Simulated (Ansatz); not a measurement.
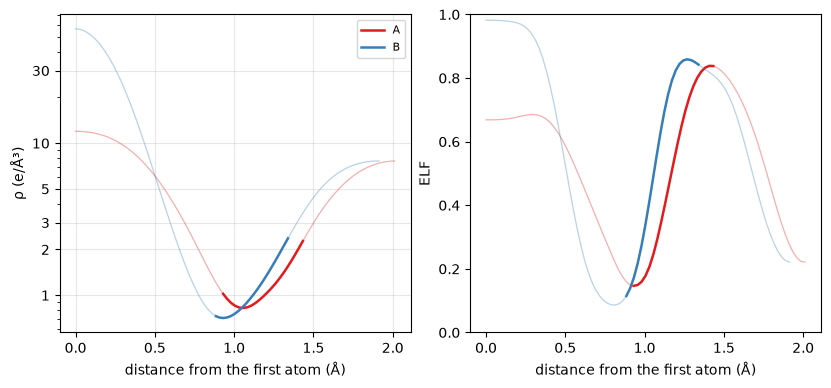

CoPtO2. Valence pseudo-density and electron localisation function along straight lines between neighbouring atoms. Thin, pale parts lie inside the atomic spheres.

Space group R-3m; a structure from a database of computed crystals, not necessarily the ambient phase; computed without spin polarisation.

The calculation used Ansatz, DFT PBE, scalar-relativistic, plane waves, PAW.

Core electrons are frozen (PAW), and the valence fields are smoothed inside the atomic spheres.

Which curve belongs to which contact (Co–O and Pt–O)? The first atom named is at distance zero.

Answer. Curve A: Pt–O (2.01 Å): the density is about 0.85 e/Å³ at the midpoint; the ELF peaks at about 0.85 in the valence shell of O, 0.6 Å from its nucleus, and is about 0.20 at the midpoint. Curve B: Co–O (1.91 Å): the density is about 0.71 e/Å³ at the midpoint; the ELF peaks at about 0.85 in the valence shell of O, 0.6 Å from its nucleus, and is about 0.20 at the midpoint: no shared electron pair shows on this line.
